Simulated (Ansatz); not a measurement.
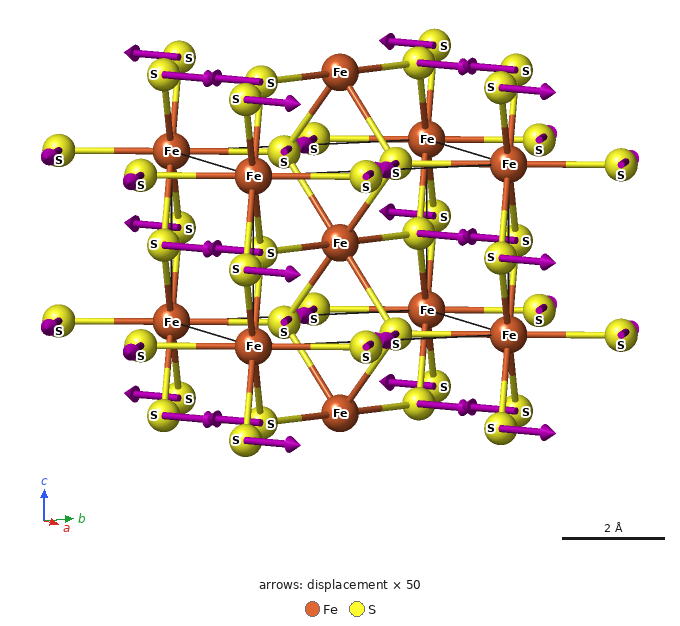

A relaxation of solid FeS2 (built on the database structure type). The starting structure is drawn; purple arrows show the displacements (the part carried along by the change of the cell is left out), 50 times their true length.

A ball-and-stick model of the cell of the calculation, seen slightly off an axis.

Level of theory: Ansatz 0.2.0, DFT, r2SCAN, plane waves, PAW.

The input:
```yaml
crystal:
  lattice:
    - [4.4389627483, 0.0, 0.0]
    - [0.0, 5.4095540197, 0.0]
    - [0.0, 0.0, 3.3895163727]
  atoms:
    - { symbol: Fe, position: [0.5, 0.5, 0.5] }
    - { symbol: Fe, position: [0.0, 0.0, 0.0] }
    - { symbol: S, position: [0.2937551954, 0.8751795098, 0.5] }
    - { symbol: S, position: [0.7062448046, 0.1248204902, 0.5] }
    - { symbol: S, position: [0.2062448046, 0.3751795098, 0.0] }
    - { symbol: S, position: [0.7937551954, 0.6248204902, 0.0] }
kpoints:
  mp_grid: { grid: [6, 4, 8] }
hamiltonian:
  xc: r2scan
scf:
  occupations: { method: fermi_dirac, width: 0.02 }
relax:
  f_tol: 0.005
  cell: {}
output:
  write_density: true
  write_potential: true
  elf: true
  volumetric_format: npy
```

Launched with:
```bash
ansatz run input.yaml --threads 4 --pin off --max-ram 7372MiB --backend cpu --events-out ev --progress --plain --runs-dir out
```

> Atoms of which element are displaced furthest, and by how much?

Sulfur: up to 0.028 Å, against 0.000 Å for iron.

> What happened in the run?

The largest moves relative to the cell, 0.028 Å, are those of S3, S4, S5 and S6. S4 goes along [−2 −1 0]. Fe stays in place. The volume changes by −0.7 %, with a 4.439 → 4.431 Å (−0.2 %), b 5.410 → 5.401 Å (−0.2 %), c 3.390 → 3.379 Å (−0.3 %). Some distances before and after: S3–S4 2.275 → 2.216 Å. The space group stays Pnnm (No. 58). After 5 accepted moves (6 points after the start) the energy has fallen by 3.3 meV per atom. The largest force component goes from 0.28 to 0.00073 eV/Å. Pressure: −0.92 GPa at the start and 0.00 GPa at the end. At 1 point the geometry stayed and the basis and grid were re-selected for the new cell (energy shift of less than 0.05 meV per atom at most each time).
